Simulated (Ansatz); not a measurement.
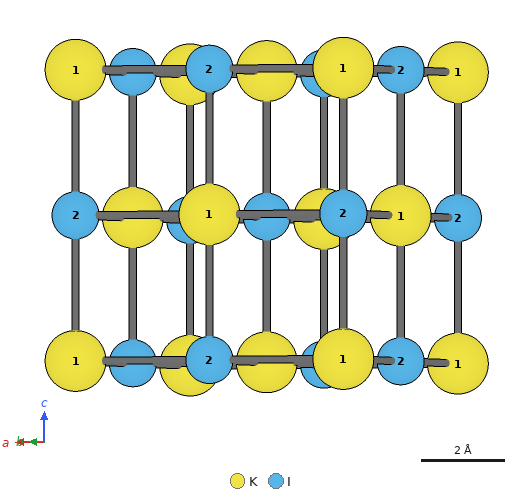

The starting point is a symmetric starting cell of KI. A ball-and-stick model of the conventional cell (4 times the calculation's cell), seen from a free direction. Lengths and directions refer to the drawn axes.

These are results of DFT PBEsol, scalar-relativistic, plane waves, PAW in Ansatz, not measurements. (plane-wave cutoff 420 eV; k-point mesh 6 × 6 × 6; occupations gaussian; smearing width 0.02 eV; no spin polarisation)

The variant: All lengths are scaled by +3.5 % (volume +10.9 %), the atoms keeping their fractional coordinates. No relaxation follows. The starting cell wasn't computed here and needn't be at equilibrium, so pressure and forces aren't due to the change alone.

Q: What does the calculation give for the changed structure?

A: Among the bonded contacts that change: I–K 3.525 → 3.649 Å. The space group stays Fm-3m (No. 225). The pressure is −1.1 GPa (not all of it need come from the change, since the unchanged cell can be under pressure at this level too). All forces vanish by symmetry.

The changed structure in the same view:

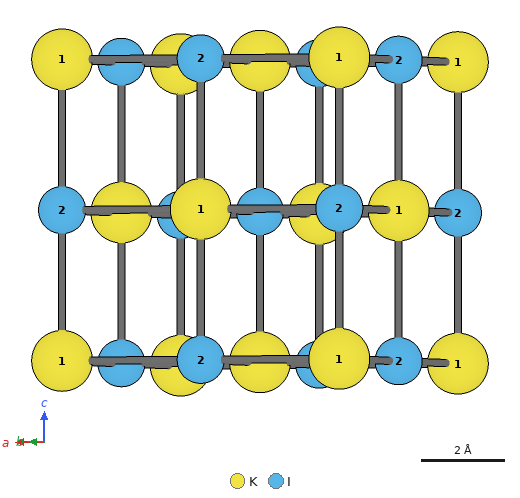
